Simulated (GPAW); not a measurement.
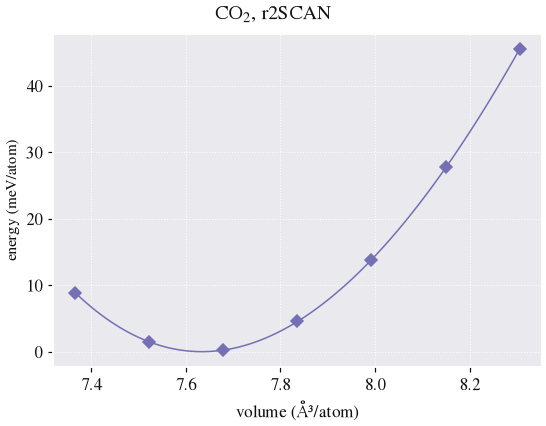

Plotted: energy against volume for CO₂, space group I-42d (No. 122).

Structure:
```cif
data_structure
_symmetry_space_group_name_H-M 'P 1'
_symmetry_Int_Tables_number 1
_cell_length_a 4.1090
_cell_length_b 4.1090
_cell_length_c 4.1090
_cell_angle_alpha 122.552
_cell_angle_beta 122.552
_cell_angle_gamma 85.634
_cell_volume 47.01
loop_
_atom_site_label
_atom_site_type_symbol
_atom_site_fract_x
_atom_site_fract_y
_atom_site_fract_z
_atom_site_occupancy
O1 O 0.87500 0.95980 0.58480 1
O2 O 0.37500 0.29020 0.41520 1
O3 O 0.04020 0.62500 0.91520 1
O4 O 0.70980 0.12500 0.08480 1
C1 C 0.00000 0.00000 0.00000 1
C2 C 0.75000 0.25000 0.50000 1
```

Computed with GPAW 26.7.0: PAW DFT in plane waves, on a grid or in atomic orbitals, no spin polarisation; energies at scaled volumes of the given cell, shape and fractions fixed, counted from the fit's minimum, third-order Birch-Murnaghan fit. Level: r2SCAN.

- k mesh: 6×6×6
- occupations: Fermi–Dirac
- smearing width: 0.05 eV
- potentials: GPAW PAW data sets (gpaw data 1.2.1)
- wave cutoff: 800 eV
- program settings: basis pw

This calculation gives: equilibrium volume 7.63 Å³/atom and bulk modulus 285 GPa.

Now the level changes from r2SCAN to LDA. How do these quantities change?

The equilibrium volume falls from 7.63 to 7.47 Å³/atom (−2.1 %) and the bulk modulus rises from 285 to 298 GPa (+4.6 %).

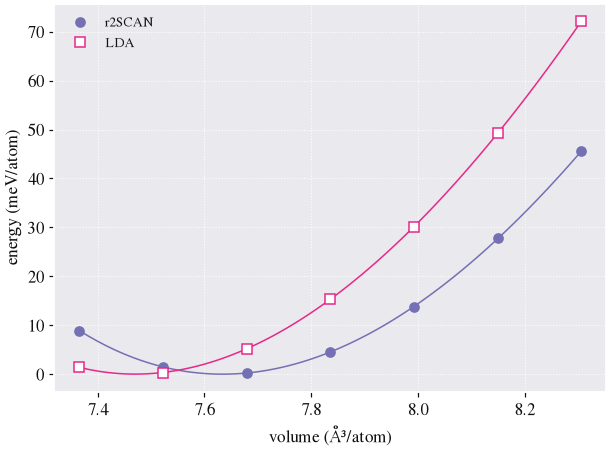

The two results together.

For r2SCAN, limits of the calculation: the fit and the printed pressures don't fully agree, or the minimum lies near the end of the range; shape and atomic fractions are frozen while scaling, which makes layered, chain and framework solids too stiff.

For LDA, limits of the calculation: shape and atomic fractions are frozen while scaling, which makes layered, chain and framework solids too stiff.

V0 and the bulk modulus come from third-order Birch–Murnaghan fits.
